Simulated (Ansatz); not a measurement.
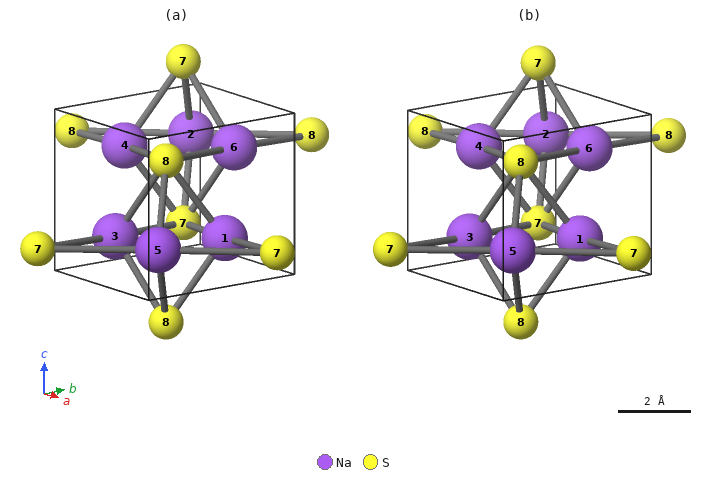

The structure of a crystal of Na3S (built on the Ni3Sn (D0_19)_194 type) before (left) and after (right) a relaxation, at one scale.

A ball-and-stick model of the cell of the calculation, seen slightly off an axis.

Case: Ni3Sn (D0_19) type (P6_3/mmc, No. 194).

These are results of DFT PBE, scalar-relativistic, plane waves, PAW (Ansatz), not measurements. Set-up: plane-wave cutoff 420 eV; k-point mesh 6 × 6 × 8; occupations gaussian; smearing width 0.1 eV; no spin polarisation; cell and atoms relaxed; force threshold 0.01 eV/Å; at most 80 steps.

> What changed between the two?

The largest moves relative to the cell, 0.011 Å, are those of Na1, Na2, Na3, Na4, Na5 and Na6. Na4 goes along [1 2 0]. S stays in place. The drawn cell changes as follows: a = b 6.798 → 6.901 Å (+1.5 %), c 4.582 → 4.546 Å (−0.8 %); the volume changes by +2.2 %. Near-neighbour distances that change, for instance: Na1–S7 3.403 → 3.455 Å, Na1–Na3 3.107 → 3.134 Å, Na1–Na2 3.129 → 3.146 Å, Na1–S8 2.910 → 2.906 Å. The space group stays P6_3/mmc (No. 194). After 3 accepted moves (4 points after the start) the energy has fallen by 0.7 meV per atom. The largest force component goes from 0.0053 to 0.0062 eV/Å. Pressure: 0.30 GPa at the start and −0.01 GPa at the end. At 1 point the geometry stayed and the basis and grid were re-selected for the new cell (energy shift of less than 0.05 meV per atom at most each time).
